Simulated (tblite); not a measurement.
# AlGa3N4: single-point calculation

System: AlGa3N4 (8 atoms in the cell).
Method: GFN1-xTB tight binding on a periodic cluster of cells at the zone centre (tblite 0.8.0).

The structure was built on a prototype by a generator; it need not be a known phase. The run did not end well. The geometry comes from this level: r2SCAN (a point of a series of volumes). It belongs to a series of runs on one base structure; here: volume -6%.

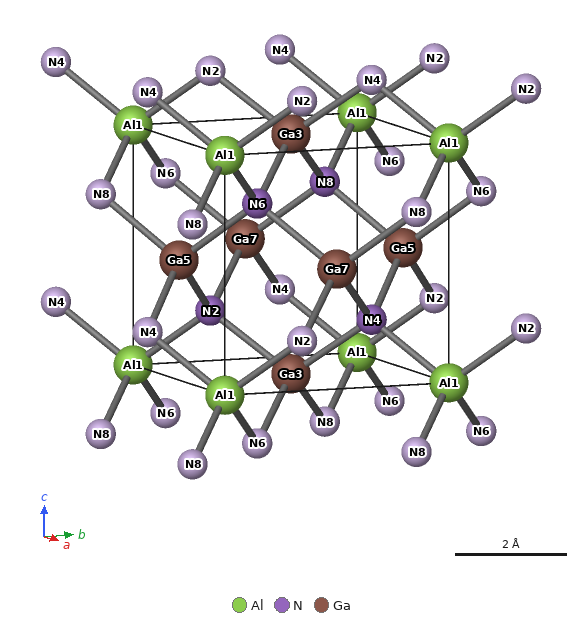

The structure (ball-and-stick view of the cell of the calculation, seen slightly off an axis; neighbours outside the cell are drawn fainter; atoms are numbered from 1 in the order of the input). Near neighbours in the crystal (not all of them lie inside the picture): Al has 4 N at 1.85 Å; N has 1 Al at 1.85 Å and 3 Ga at 1.91 Å; Ga has 4 N at 1.91 Å.

**Input**
```python
import json
from ase import Atoms
from ase.build import make_supercell
from ase.units import Bohr, GPa, Hartree
from tblite.interface import Calculator

atoms = Atoms(['Al', 'N', 'Ga', 'N', 'Ga', 'N', 'Ga', 'N'],
              cell=[[4.374307, -0.0, -0.0], [-0.0, 4.374307, 0.0], [-0.0, 0.0, 4.374307]],
              scaled_positions=[[-0.0, -0.0, 0.0], [0.244659, 0.244659, 0.244659], [0.5, 0.5, 0.0], [0.755341, 0.755341, 0.244659], [0.5, -0.0, 0.5], [0.755341, 0.244659, 0.755341], [-0.0, 0.5, 0.5], [0.244659, 0.755341, 0.755341]],
              pbc=True)
cluster = make_supercell(atoms, [[2, 0, 0], [0, 2, 0], [0, 0, 2]])
calc = Calculator('GFN1-xTB', cluster.numbers, cluster.positions / Bohr, lattice=cluster.cell[:] / Bohr, periodic=cluster.pbc)
calc.set('temperature', 0.02 / Hartree)
calc.set('max-iter', 150)
res = calc.singlepoint()
levels = res.get('orbital-energies') * Hartree
nv = round(res.get('orbital-occupations').sum() / 2)
cells = len(cluster) // len(atoms)
out = {'energy_per_cell': res.get('energy') * Hartree / cells, 'homo': levels[nv - 1], 'lumo': levels[nv],
       'stress': (-res.get('virial') * Hartree / cluster.get_volume() / GPa).tolist(), 'charges': res.get('charges')[:len(atoms)].tolist(), 'electrons': 2 * nv / cells}
json.dump(out, open('results.json', 'w'))
for key, value in out.items():
    print(key, value)
```

Run on 1 thread of Arm Neoverse V2, 24 GiB of memory available, shared host.

Launch command:
```bash
python run.py
```

**What the program printed**
```
------------------------------------------------------------
  cycle        total energy    energy error   density error
------------------------------------------------------------
      1     0.2781682249292   0.0000000E+00   0.0000000E+00
------------------------------------------------------------

tblite.exceptions.TBLiteRuntimeError: (sygvd) failed to solve eigenvalue problem. info=396
```

**Outcome**

- outcome: ended with an error
- space group (tolerance 0.01 Å): P-43m (215)
- wall time: 1.5 s
- peak memory: 0.11 GiB

**Diagnosis**

The run ended with an error.
